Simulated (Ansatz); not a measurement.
## A failed many-body run on CdS (Hawleyite)

A first try at the G0W0 gap of CdS (Hawleyite), what the program said, and an input that works.

Method: G0W0 on PBE, plane waves, PAW; PAW set soft_1, in Ansatz 0.2.0.

**1. The starting structure**

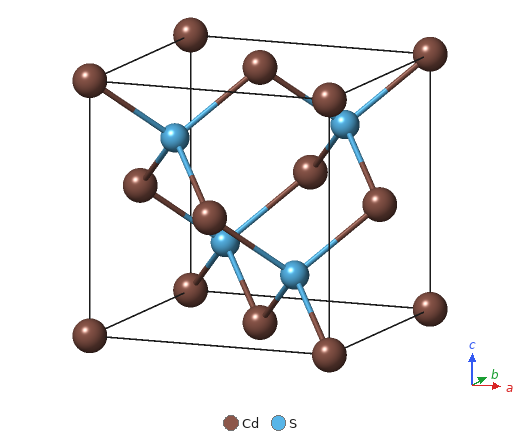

Start, viewed slightly off an axis; cadmium brown, sulfur blue. This picture shows the conventional cell, with its axes. Bonds to atoms that aren't drawn are left out. Some periodic images of atoms are drawn too.

The cell and positions come from the Crystallography Open Database and are kept as given unless a step says otherwise.

**2. First try**

Contents of input.yaml:

```yaml
crystal:
  lattice:
    - [0.0, 2.9165, 2.9165]
    - [2.9165, 0.0, 2.9165]
    - [2.9165, 2.9165, 0.0]
  atoms:
    - { symbol: Cd, position: [0.0, 0.0, 0.0] }
    - { symbol: S, position: [0.25, 0.25, 0.25] }
kpoints:
  mp_grid: { grid: [1, 1, 1] }
hamiltonian:
  xc: pbe
  pseudopotentials: { kind: paw, azcp: { folder: soft_1 } }
scf:
  occupations: { method: fixed }
gw:
  n_empty_bands: 80
  ecut_chi: 80
  qp_bands: [v2, c2]
  qp_kpoints: band_edges
  screening: { model: contour_deformation }
```

Started as:

```bash
$ ansatz run input.yaml --threads 3 --pin off --max-ram 92160MiB --backend cuda --events-out ev --progress --plain --runs-dir out --devices 1 --max-vram 13GiB
```

Numbers of over 12 decimals in the logs are rounded to 6 here.

The log of the run:

```text
GPUs: using 1 of 1 available (devices: 1).
Engine: ansatz 0.2.0, x86_64-unknown-linux-gnu
Pseudopotentials: kind: paw
Pseudopotential: Cd, paw, valence charge 20, recommended cutoff 420 eV (normal), soft_1/Cd.paw.azcp
Pseudopotential: S, paw, valence charge 6, recommended cutoff 420 eV (normal), soft_1/S.paw.azcp
Functional definition: PBE
  parameter kappa = 0.804
  parameter beta = 0.066725
  exchange = pbe_x(kappa = kappa, mu = beta*pi^2/3)
  correlation = pbe_c(beta = beta)
device memory: the entry about to start is reckoned to put 0.4 GiB on a device that reports 50.0 GiB free (of which the cap on the GPU budget leaves the run 13.0 GiB)
GPU FFT provider: cuFFT
GPU libraries: cuBLAS 13.8.2, cuFFT 12.4.0, cuSOLVER 12.3.4
Crystal: 2 atoms, lattice volume = 49.615 Å³
Basis set: ecut = 420 eV, 941 PW (Γ)
Bands: 17, of which v1, the nominal top of the filled ones, is band 13 counted from 1 (12 counted from 0)
Symmetry: 24 space group operations
Space group: F-43m (ITA 216), of the structure as read, at distance tolerance 3.7e-5 Å
k-points: 1
Non-local potential: Cd, projectors of the file, l = 0: 3, l = 1: 2, l = 2: 2, l = 3: 1
Non-local potential: S, projectors of the file, l = 0: 2, l = 1: 2, l = 2: 1
PAW form: soft (Blöchl's): semilocal exchange-correlation on the pseudo side does not see the compensation charge
PAW one-centre angular grid: Cd, 590 points (default); XC on 64 Gauss nodes
PAW one-centre angular grid: S, 110 points (default); XC on 64 Gauss nodes
Initial density: superposition of atomic densities (chi_scale 0.1, normalization cell, long waves kept (reshape's long-wave potential 0.00 eV rms))
Initial wavefunctions: pseudopotential atomic-orbital guess
GPU buffer pool allocated for 27000 grid points (all kernels)
GPU transforms: local potential and band sums: pruned to the plane-wave sphere, on 25×25×25
Functional: x = pbe(κ = 0.804, μ = 0.219515), c = pbe(β = 0.066725)
SCF iter   1: F=—  HF=-9148.922397 eV  |F-HF|=—  |Δ(HF+E_count)|=         —  Δρ=7.79e-2  dr2=5.07e0  ethr=3.10e-3  ⟨swp⟩=5.0  Hψ=76  notcnv=0
preconditioner: auto → none  [insulator: Δε(μ)=1.365 eV  Ē_g=11.032 eV  n_scr=14 (ndim 8)  ℏωp=22.4 eV  f_vac=0.063  ε∞_Penn≈5.1]
SCF iter   2: F=—  HF=-9147.149112 eV  |F-HF|=—  |Δ(HF+E_count)|=    1.77e0  Δρ=2.85e-2  dr2=2.52e-1  ethr=3.10e-3  ⟨swp⟩=3.0  Hψ=44  notcnv=0
SCF iter   3: F=—  HF=-9147.168663 eV  |F-HF|=—  |Δ(HF+E_count)|=   1.96e-2  Δρ=1.24e-2  dr2=4.71e-2  ethr=9.70e-4  ⟨swp⟩=2.0  Hψ=29  notcnv=0
SCF iter   4: F=—  HF=-9147.180853 eV  |F-HF|=—  |Δ(HF+E_count)|=   1.22e-2  Δρ=4.13e-3  dr2=6.30e-3  ethr=1.81e-4  ⟨swp⟩=4.0  Hψ=31  notcnv=0
SCF iter   5: F=—  HF=-9147.178665 eV  |F-HF|=—  |Δ(HF+E_count)|=   2.19e-3  Δρ=4.71e-4  dr2=5.06e-5  ethr=2.42e-5  ⟨swp⟩=3.0  Hψ=48  notcnv=0
SCF iter   6: F=—  HF=-9147.178682 eV  |F-HF|=—  |Δ(HF+E_count)|=   1.71e-5  Δρ=1.21e-4  dr2=6.03e-6  ethr=1.94e-7  ⟨swp⟩=2.0  Hψ=30  notcnv=0
SCF iter   7: F=—  HF=-9147.178681 eV  |F-HF|=—  |Δ(HF+E_count)|=   8.82e-7  Δρ=2.03e-5  dr2=1.25e-7  ethr=2.32e-8  ⟨swp⟩=3.0  Hψ=26  notcnv=0
SCF iter   8: F=-9147.178681 eV  HF=-9147.178681 eV  |F-HF|=4.80e-10  |Δ(HF+E_count)|=   3.54e-9  Δρ=1.24e-6  dr2=7.08e-10  ethr=3.85e-10  ⟨swp⟩=4.0  Hψ=68  notcnv=0
SCF 1 converged in 8 iterations: F = -9147.178681 eV  dr2 = 7.08e-10
[...]
device memory: the entry about to start is reckoned to put 0.5 GiB on a device that reports 51.3 GiB free (of which the cap on the GPU budget leaves the run 13.0 GiB)
NSCF: frozen V_eff on 1 k-points
[...]
device memory: the entry about to start is reckoned to put 0.5 GiB on a device that reports 51.3 GiB free (of which the cap on the GPU budget leaves the run 13.0 GiB)
NSCF: frozen V_eff on 1 k-points
G₀W₀ screening: q 1/1
G₀W₀ self-energy: k 1/1
device memory: the entry about to start is reckoned to put 0.3 GiB on a device that reports 51.2 GiB free (of which the cap on the GPU budget leaves the run 13.0 GiB)
NSCF: frozen V_eff on 1 k-points
device memory: the entry about to start is reckoned to put 0.3 GiB on a device that reports 51.1 GiB free (of which the cap on the GPU budget leaves the run 13.0 GiB)
NSCF: frozen V_eff on 1 k-points
device memory: the entry about to start is reckoned to put 0.3 GiB on a device that reports 51.2 GiB free (of which the cap on the GPU budget leaves the run 13.0 GiB)
NSCF: frozen V_eff on 1 k-points
device memory: the entry about to start is reckoned to put 0.3 GiB on a device that reports 51.2 GiB free (of which the cap on the GPU budget leaves the run 13.0 GiB)
NSCF: frozen V_eff on 1 k-points
device memory: the entry about to start is reckoned to put 0.3 GiB on a device that reports 51.2 GiB free (of which the cap on the GPU budget leaves the run 13.0 GiB)
NSCF: frozen V_eff on 1 k-points
SCF converged after 8 iterations
Free energy (F): -9147.178681 eV
Harris-Foulkes:  -9147.178681 eV  (|F-HF|=4.80e-10)
Internal energy: -9147.178681 eV  (E = F + TS)
E sigma→0 (E₀):  -9147.178681 eV
Fermi energy:    8.668731 eV
--- Per-component energies (eV) ---
  E_band       = -486.635362
  E_kinetic    = 567.982897
  E_local      = -4057.372667  (includes V_loc(G=0)·N_el)
  E_nonlocal   = 157.704801
  E_hartree    = 1850.269235
  E_xc         = -249.407546
  E_vxc        = -283.614738  (∫ρ·V_xc dr)
  E_paw        = -4711.374447  (= ΣΔE_a)
  E_vpaw       = -571.873101  (= ΣTr[D̂ρ^β])
  E_aug_tail   = 0.000346  (compensation charges beyond the density's cutoff)
  E_ewald      = -2704.981299
  E_smearing   = -0.000000  (= −TS)
  E_closure    = 0.000000  (closes the sum)
  Σ components = -9147.178681   (vs F -9147.178681, Δ=0.00e0)
--- Band table (eV) ---
  k-point 0: bands = [... 9 lower, -0.6442, 8.6687, 8.6687, 8.6687, 8.8428, 13.9554, 13.9554, 13.9554]
--- G₀W₀: contour deformation, 9 samples at zero and on the imaginary axis and 1 off it, 1 q-point, 80 empty bands' worth ---
  eigenvalues of the whole cell's RPA ε∞ on this k-mesh (on a slab, of 1 + 4πα/V) = 13819.8199, 13819.8199, 13819.8199; static W/v taken at q = 0 is 0.000072
  bands read: the sum over 93 bands ends inside a degenerate multiplet in 1 slot, whose members it reads at an even weight; the widest, k=0: bands 93 to 94 (counted from 1) at 1/2 each
  gw.qp_kpoints: band_edges: 1 of 1 stored k-point solved, in 1 pass; an edge of the gap read off the rows below is read off those points alone
  `?` marks the rows in doubt; gw_qp.tsv's column doubts and the gw_qp event give each row's grounds
    ik  band        ε_KS         Σx   Σc(E_QP)       V_xc       Z   E_QP_lin       E_QP  E_QP is
     0    12      8.6687   -22.8680     5.3660   -17.3414  0.7819     8.5108     8.5082  root
     0    13      8.6687   -22.8680     5.3660   -17.3414  0.7819     8.5108     8.5082  root
     0    14      8.8428    -6.9490    -5.9221   -12.4884  0.6993     8.3569     8.4601  root ?
     0    15     13.9554    -4.9135    -6.6882   -10.8921  0.8674    13.2473    13.2459  root
```

Wall time 9.1 s (1 × NVIDIA H100 80GB HBM3 (shared by 6 runs) with 3 threads of AMD EPYC 7R13 (Zen 3), shared host); peak memory 1 GiB; 3.6 s of CPU time.

Reading the cycles: dr2 is the Hartree energy of the density residual (eV), the measure of convergence; HF is the Harris–Foulkes estimate of the energy, which meets the free energy F at convergence.

**Diagnosis.**

The run ended normally, though the input holds a fault or crude settings.

The fault: G0W0 on a mesh far too coarse. So few points can't sample the density or the screening, and the band edges may lie elsewhere in the zone.

It printed a gap of -0.05 eV, which is an artefact of the settings.

**3. A better input**

Now the one-shot GW correction: screening in the RPA, then the self-energy of the levels asked for. This step takes PAW set soft_1 files.

input.yaml: that of step 2 with these lines changed.

```diff
@@ -9,3 +9,3 @@
 kpoints:
-  mp_grid: { grid: [1, 1, 1] }
+  mp_grid: { grid: [4, 4, 4] }
 hamiltonian:
@@ -16,4 +16,4 @@
 gw:
-  n_empty_bands: 80
-  ecut_chi: 80
+  n_empty_bands: 148
+  ecut_chi: 120
   qp_bands: [v2, c2]
```

The log of the run:

```text
GPUs: using 1 of 1 available (devices: 1).
[...]
GPU FFT provider: cuFFT
GPU libraries: cuBLAS 13.8.2, cuFFT 12.4.0, cuSOLVER 12.3.4
Crystal: 2 atoms, lattice volume = 49.615 Å³
Basis set: ecut = 420 eV, 941 PW (Γ)
Bands: 17, of which v1, the nominal top of the filled ones, is band 13 counted from 1 (12 counted from 0)
[... 1 set-up line as in the run before ...]
[...]
k-points: 8 of 64 (time reversal used)
[...]
GPU buffer pool allocated for 27000 grid points (all kernels)
[...]
SCF iter   1: F=—  HF=-9157.928489 eV  |F-HF|=—  |Δ(HF+E_count)|=         —  Δρ=2.88e-2  dr2=3.71e-1  ethr=3.10e-3  ⟨swp⟩=5.4  Hψ=614  notcnv=0  defer=12
[...]
SCF iter   7: F=-9157.846062 eV  HF=-9157.846062 eV  |F-HF|=1.00e-8  |Δ(HF+E_count)|=   1.99e-7  Δρ=5.12e-6  dr2=8.23e-9  ethr=3.85e-10  ⟨swp⟩=5.6  Hψ=527  notcnv=0
SCF 1 converged in 7 iterations: F = -9157.846062 eV  dr2 = 8.23e-9
[...]
0    12      6.9325   -21.0532     2.3634   -18.1238  0.7267     6.3469     6.3666  root
     0    13      6.9325   -21.0532     2.3634   -18.1238  0.7267     6.3469     6.3666  root
     0    14      8.0660    -8.4245    -3.8550   -12.3928  0.7633     8.1798     8.1792  root
     0    15     13.4450    -6.4456    -4.5549   -11.3159  0.7484    13.7654    13.7603  root
     1    12      6.5355   -20.4407     2.4437   -17.3946  0.7246     5.9096     5.9331  root
     1    13      6.5355   -20.4407     2.4437   -17.3946  0.7246     5.9096     5.9331  root
     1    14      9.7015    -8.5876    -4.0455   -12.8432  0.7554     9.9137     9.9117  root
     1    15     13.1967    -6.9756    -4.5269   -11.7346  0.7404    13.4315    13.4289  root
[...]
7    12      4.6649   -17.0538     2.7525   -13.5795  0.7076     3.9003     3.9431  root
     7    13      4.7431   -19.0587     2.9880   -15.3344  0.7089     3.9621     4.0068  root
     7    14     12.3472    -9.7616    -4.8823   -15.1687  0.7280    12.8899    12.8721  root
     7    15     12.3512    -7.3282    -4.0355   -11.4831  0.7511    12.4712    12.4706  root
[key lines of the parts left out:]
SCF converged after 7 iterations
Free energy (F): -9157.846062 eV
Fermi energy:    6.932550 eV
```

Wall time 13 s (1 × NVIDIA H100 80GB HBM3 (shared by 6 runs) with 3 threads); peak memory 1 GiB; 13 s of CPU time.

Numbers from this step:

```yaml
bands_summed: 161
rpa_eps_infinity_on_this_mesh_eigenvalues: 10.75, 10.75, 10.75
plane_waves_in_the_screening_matrix: 169
q_points_in_the_mesh: 64
g0w0_gap_on_the_mesh: 1.813 eV
k_of_the_valence_top: 0, 0, 0
k_of_the_conduction_bottom: 0, 0, 0
starting_gap_on_the_mesh: 1.133 eV
z_at_the_valence_top: 0.7267
z_at_the_conduction_bottom: 0.7633
least_direct_g0w0_gap_on_the_computed_points: 1.813 eV
```

The gap on the mesh goes from 1.13 eV to 1.81 eV, a correction of +0.68 eV. Between the two edge states, bare exchange in place of the xc potential would open the gap by 6.90 eV, and correlation takes back 6.22 eV.

**4. Outcome**

* first try: converged after 9.1 s
* better run: G0W0 gap on the mesh 1.81 eV (4×4×4 mesh, 148 empty bands, screening to 120 eV, PAW set soft_1 files)

The second run differs in: mesh, empty bands and screening cutoff (eV). Bands and cutoff are finite, so the gap is not at the basis limit. The miss can reach some tenths of an eV and take either sign; the mesh is an error of its own. The 4×4×4 mesh is coarse for this cell (its supercell is 16 Å along the shortest edge). The RPA ε∞ on it, from the PBE start, is 10.75; such meshes misread the long-range screening, most where the gap is narrow. The many-body steps are scalar-relativistic: spin-orbit coupling is not in them.

[Paths, hosts, dates, memory and timing lines, banners, echoed tables and standing remarks are left out of the program output.]

[Logs are printed without paths, hosts, clocks, repeated set-up lines and the standing remarks that a program may print on its own settings, such as how far it seeks lower states.]

[Runs of the session that timed out or met a known fault of the program may be left out.]

[Cells called generated may have been cut or substituted from an entry of the Crystallography Open Database or the Materials Project.]

[Hosts, paths, dates, database ids (printed as entryN), source tags and the programs' standing remarks are cut or masked in the printed files.]
